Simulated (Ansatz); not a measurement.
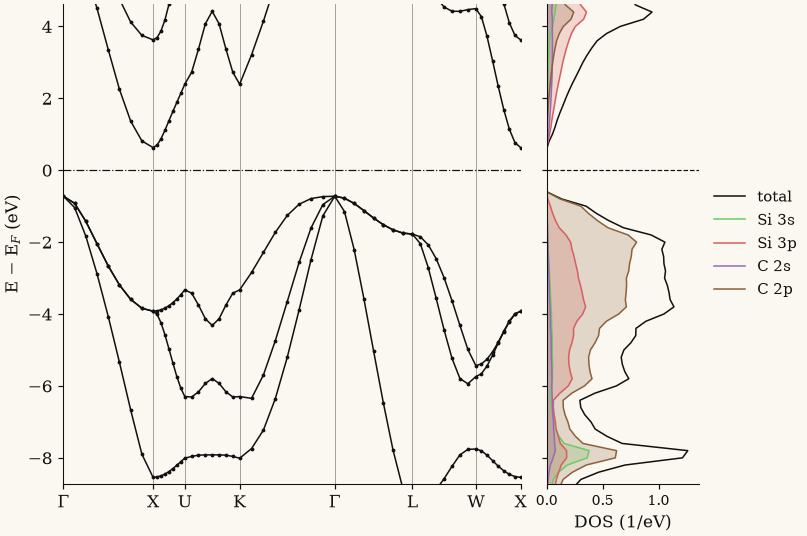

Band structure and density of states. Energies are counted from the Fermi level. The path runs straight from each named point to the next. The partial curves are projected on Löwdin-orthogonalised atomic shells.

Q: Which Bravais lattice do the labels of the path belong to?

A: A face-centred cubic lattice: the path Γ–X–U–K–Γ–L–W–X runs through the special points of its Brillouin zone.

Calculation on SiC, space group F-43m (No. 216), 2 atoms in the cell; a = 3.07 Å, b = 3.07 Å, c = 3.07 Å, α = 60.00°, β = 60.00°, γ = 60.00°.

Computed with Ansatz 0.2.0: DFT, PBE, PAW with Ansatz's default frozen-core files, scalar-relativistic, no spin polarisation, 16×16×16 k mesh, Fermi-Dirac smearing of 0.05 eV.

Q: Metal, semiconductor or insulator, and what is the gap?

A: A semiconductor. The gap along this path is 1.35 eV and indirect, from the valence-band top at Γ to the conduction-band bottom at X; the smallest direct gap is 4.55 eV, at X.

Q: What is the character of the states on either side of the gap?

A: By projected weight, the top eV of the valence band is C 2p (85 %) and Si 3p (15 %); the bottom eV of the conduction band is Si 3p (60 %) and C 2s (30 %).

Q: What are the direct gaps at K, X and U?

A: The direct gaps are 5.72 eV at K, 4.55 eV at X and 5.72 eV at U.
